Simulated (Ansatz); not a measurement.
## Geometry relaxation, with input and output: SnO$_{2}$ (part 2 of 2)

The same run, continued: SnO$_{2}$ (P6₄22, 9 atoms in the cell); DFT LDA, scalar-relativistic, plane waves, PAW, no spin polarisation (Ansatz 0.2.0); cutoff 420 eV, 6×6×4 k-mesh, Gaussian smearing of 0.02 eV. The structure was made by swapping elements on the sites of another compound; it need not be a known phase. It belongs to a series of runs on one base structure; here: Si -> Sn on all its sites, cell and atoms relaxed.

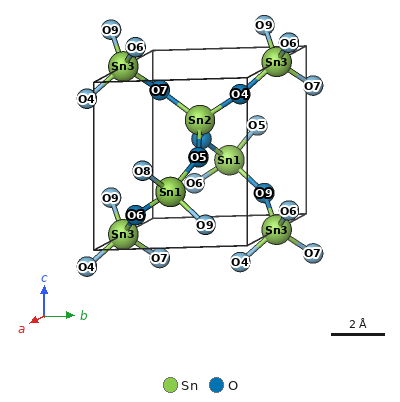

*The geometry at step 2 of the log (ball-and-stick view of the cell of the calculation, seen slightly off an axis; neighbours outside the cell are drawn fainter; atoms are numbered from 1 in the order of the input).*

**Output, continued**
```
  k-point 0: bands = ["-19.1432", "-19.0368", "-19.0368", "-18.9465", "-18.9465", "-18.4588", "-18.4588", "-18.4373", "-18.3430", "-18.2418", "-18.1980", "-18.1980", "-18.1817", "-18.1817", "-18.1424", "-16.0563", "-14.3862", "-14.3862", "-13.8604", "-13.8604", "-13.5395", "-5.7840", "-5.7840", "-2.8849", "-2.3375", "-2.0467", "-2.0467", "-0.7665", "-0.5909", "-0.1152", "-0.1152", "0.4572", "0.4572", "0.6413", "0.6413", "0.6877", "0.8114", "0.8114", "0.8936", "2.9647", "7.0227", "7.0227", "8.6000", "8.6670", "8.8589", "8.8589", "9.2948", "9.2948"]
  k-point 1: bands = ["-19.1339", "-19.0731", "-19.0314", "-19.0095", "-18.8136", "-18.5030", "-18.4844", "-18.4223", "-18.3542", "-18.2348", "-18.2060", "-18.2054", "-18.1755", "-18.1726", "-18.1463", "-15.9068", "-14.9657", "-13.9447", "-13.9142", "-13.7482", "-13.5659", "-6.5720", "-4.7151", "-2.8809", "-2.6904", "-2.5038", "-1.5484", "-0.7009", "-0.3976", "-0.3694", "0.1419", "0.3086", "0.4365", "0.4628", "0.5819", "0.6063", "0.6938", "0.9007", "0.9011", "3.5188", "5.8682", "7.9836", "8.6524", "8.8388", "8.8807", "9.1276", "9.2029", "9.3365"]
  k-point 2: bands = ["-19.1085", "-19.1085", "-19.0605", "-18.9993", "-18.6519", "-18.6519", "-18.4936", "-18.3838", "-18.3838", "-18.2211", "-18.2211", "-18.2093", "-18.1720", "-18.1575", "-18.1575", "-15.5095", "-15.5095", "-13.9758", "-13.7255", "-13.6406", "-13.6406", "-6.8690", "-3.5906", "-3.5906", "-2.7860", "-2.7860", "-1.2989", "-0.5594", "-0.5594", "0.0348", "0.0348", "0.2593", "0.2663", "0.2663", "0.4668", "0.6239", "0.6951", "0.9137", "0.9137", "4.6400", "4.6400", "8.5234", "8.7997", "8.7997", "8.9085", "9.1665", "9.1665", "9.9707"]
  k-point 20: bands = ["-19.1279", "-19.0349", "-19.0349", "-18.9173", "-18.9173", "-18.5690", "-18.4427", "-18.4253", "-18.4253", "-18.2236", "-18.2008", "-18.2008", "-18.1783", "-18.1783", "-18.1577", "-15.5141", "-14.6504", "-14.6504", "-13.8660", "-13.8660", "-13.6028", "-5.2332", "-5.2332", "-4.2713", "-2.0616", "-2.0616", "-1.9375", "-0.8121", "-0.5130", "-0.5130", "0.2312", "0.3508", "0.3508", "0.6413", "0.6413", "0.6885", "0.7441", "0.7997", "0.7997", "4.4466", "6.4627", "6.4627", "7.9163", "8.3577", "8.3577", "9.7999", "9.7999", "10.6557"]
--- Relaxed structure (2 steps of the walk, 2 accepted, 1 SCFs on fresh bases) ---
  F+E_penalty+E_count = -20965.42644091 eV   max|allowed force component| = 6.990e-3 eV/Å   (the final SCF, on the basis selected at the relaxed cell)
  cell:  # Å, volume = 198.1636 Å³
    - [5.901825955667993, 2.8901204091697047e-11, -3.24745396707726e-35]
    - [-2.9509129778590264, 5.1111312063084045, 5.842293433247582e-35]
    - [3.621187952203327e-35, 5.431781928304991e-35, 6.569319822512896]
  atoms:
    - { symbol: Sn, position: [5.551115123125783e-17, 0.5, 0.3333333333333333] }
    - { symbol: Sn, position: [0.5000000000000001, 0.5000000000000001, 0.6666666666666666] }
    - { symbol: Sn, position: [0.49999999999999994, 9.438867496963101e-21, 1.6277311541735112e-35] }
    - { symbol: O, position: [0.6067117538532322, 0.8033558769266161, 0.8333333333333333] }
    - { symbol: O, position: [0.803355876926616, 0.6067117538532322, 0.49999999999999994] }
    - { symbol: O, position: [0.803355876926616, 0.196644123073384, 0.16666666666666666] }
    - { symbol: O, position: [0.39328824614676783, 0.19664412307338394, 0.8333333333333333] }
    - { symbol: O, position: [0.196644123073384, 0.39328824614676794, 0.49999999999999994] }
    - { symbol: O, position: [0.19664412307338403, 0.8033558769266161, 0.16666666666666666] }
```

**Trajectory as extended XYZ (Å, eV, eV/Å), 3 frames, from step=1 to step=3**
```
9
Lattice="5.8949 0.0000 0.0000 -2.9475 5.1051 0.0000 0.0000 0.0000 6.5733" Properties=species:S:1:pos:R:3:forces:R:3 step=1 energy=-20965.42603 pressure_GPa=0.10
Sn   -1.4737    2.5526    2.1911    0.0000   0.0000   0.0000
Sn    1.4737    2.5526    4.3822    0.0000   0.0000   0.0000
Sn    2.9475    0.0000    0.0000    0.0000   0.0000   0.0000
O     1.2107    4.1024    5.4778   -0.0040  -0.0023   0.0000
O     2.9475    3.0997    3.2867    0.0000  -0.0046   0.0000
O     4.1581    1.0027    1.0956   -0.0040   0.0023   0.0000
O     1.7368    1.0027    5.4778    0.0040   0.0023   0.0000
O     0.0000    2.0055    3.2867    0.0000   0.0046   0.0000
O    -1.2107    4.1024    1.0956    0.0040  -0.0023   0.0000
9
Lattice="5.9018 0.0000 0.0000 -2.9509 5.1111 0.0000 0.0000 0.0000 6.5693" Properties=species:S:1:pos:R:3:forces:R:3 step=2 energy=-20965.42505 pressure_GPa=-0.01
Sn   -1.4755    2.5556    2.1898    0.0000   0.0000   0.0000
Sn    1.4755    2.5556    4.3795    0.0000   0.0000   0.0000
Sn    2.9509    0.0000    0.0000    0.0000   0.0000   0.0000
O     1.2101    4.1061    5.4744   -0.0060  -0.0035   0.0000
O     2.9509    3.1010    3.2847    0.0000  -0.0070   0.0000
O     4.1610    1.0051    1.0949   -0.0060   0.0035   0.0000
O     1.7408    1.0051    5.4744    0.0060   0.0035   0.0000
O     0.0000    2.0101    3.2847    0.0000   0.0070   0.0000
O    -1.2101    4.1061    1.0949    0.0060  -0.0035   0.0000
9
Lattice="5.9018 0.0000 0.0000 -2.9509 5.1111 0.0000 0.0000 0.0000 6.5693" Properties=species:S:1:pos:R:3:forces:R:3 step=3 energy=-20965.42644 pressure_GPa=0.00
Sn   -1.4755    2.5556    2.1898    0.0000   0.0000   0.0000
Sn    1.4755    2.5556    4.3795    0.0000   0.0000   0.0000
Sn    2.9509    0.0000    0.0000    0.0000   0.0000   0.0000
O     1.2101    4.1061    5.4744   -0.0061  -0.0035   0.0000
O     2.9509    3.1010    3.2847    0.0000  -0.0070   0.0000
O     4.1610    1.0051    1.0949   -0.0061   0.0035   0.0000
O     1.7408    1.0051    5.4744    0.0061   0.0035   0.0000
O     0.0000    2.0101    3.2847    0.0000   0.0070   0.0000
O    -1.2101    4.1061    1.0949    0.0061  -0.0035   0.0000
```

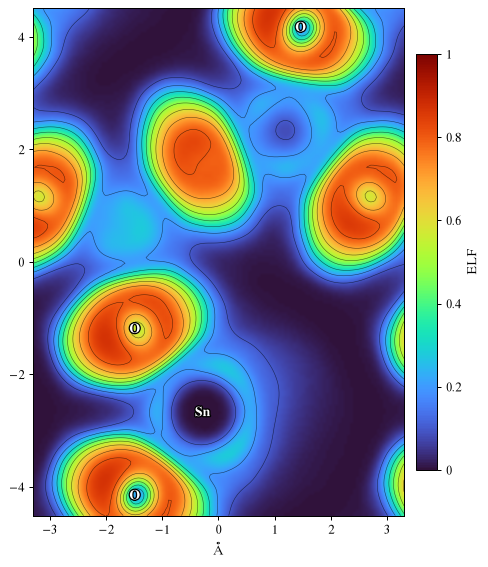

*Electron localisation function on the (011) plane of the conventional cell.*

Sn–O (1.92 Å): the ELF is about 0.25 at the midpoint. Core electrons are frozen (PAW), so the fields are smoothed inside the atomic spheres.

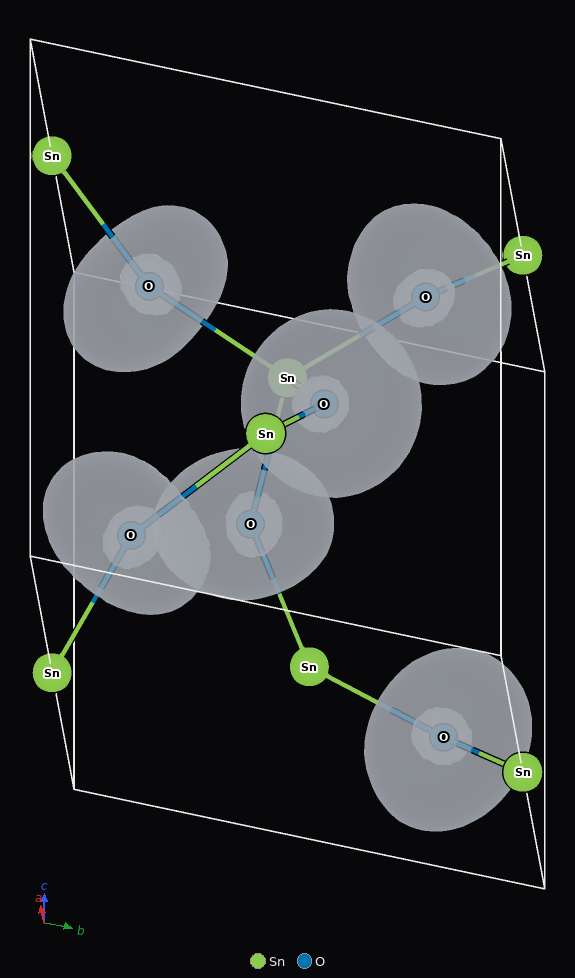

*Isosurface of the electron localisation function at 0.65 (grey), seen at an oblique angle. Core shells and regions of very low density are left out. Sticks mark near contacts. The outline is the cell set on symmetry axes.*

Along the contacts the grid gives the following. Sn–O (1.92 Å): the ELF is about 0.25 at the midpoint.

The run was set up as follows.

**Input**
```yaml
crystal:
  lattice:
    - [5.8949108503, 0.0, 0.0]
    - [-2.9474554252, 5.1051425494, 0.0]
    - [0.0, 0.0, 6.5733280184]
  atoms:
    - { symbol: Sn, position: [0.0, 0.5, 0.3333333333] }
    - { symbol: Sn, position: [0.5, 0.5, 0.6666666667] }
    - { symbol: Sn, position: [0.5, 0.0, 0.0] }
    - { symbol: O, position: [0.6071642333, 0.8035821166, 0.8333333333] }
    - { symbol: O, position: [0.8035821166, 0.6071642333, 0.5] }
    - { symbol: O, position: [0.8035821166, 0.1964178834, 0.1666666667] }
    - { symbol: O, position: [0.3928357667, 0.1964178834, 0.8333333333] }
    - { symbol: O, position: [0.1964178834, 0.3928357667, 0.5] }
    - { symbol: O, position: [0.1964178834, 0.8035821166, 0.1666666667] }
basis:
  ecutwfc: 420
kpoints:
  mp_grid: { grid: [6, 6, 4] }
hamiltonian:
  xc: lda
scf:
  occupations: { method: gaussian, width: 0.02 }
output:
  forces: true
  stress: true
  eigenvalues: true
  write_density: true
  write_potential: true
  elf: true
  volumetric_format: npy
relax:
  adjacent_minimum: "off"
  f_tol: 0.01
  max_steps: 60
  cell: { stress_tol: 0.1 }
```

Launched with:
```bash
ansatz run input.yaml --threads 2 --pin off --max-ram 5120MiB --backend cpu --events-out ev --progress --plain --runs-dir out
```

**Results in brief**

| quantity | value |
| --- | --- |
| outcome | converged |
| space group (tolerance 0.01 Å) | P6₄22 (181) |
| electrons treated | 78 |
| free energy | −20965.4264 eV |
| Fermi energy | 1.954 eV |
| gap on the k-point mesh | 2.02 eV |
| pressure | 0.00 GPa |
| final volume | 198.16 Å³ |
| largest force (length of the vector) at the end | 0.007 eV/Å |
| final cell | a = 5.902 Å, b = 5.902 Å, c = 6.569 Å, α = 90.00°, β = 90.00°, γ = 120.00° |
| hardware | 2 threads of Oxide Virtual Turin-like (Zen 5), 32 GiB of memory available, shared host |
| wall time | 20 s (CPU time 38 s) |
| peak memory | 0.53 GiB |
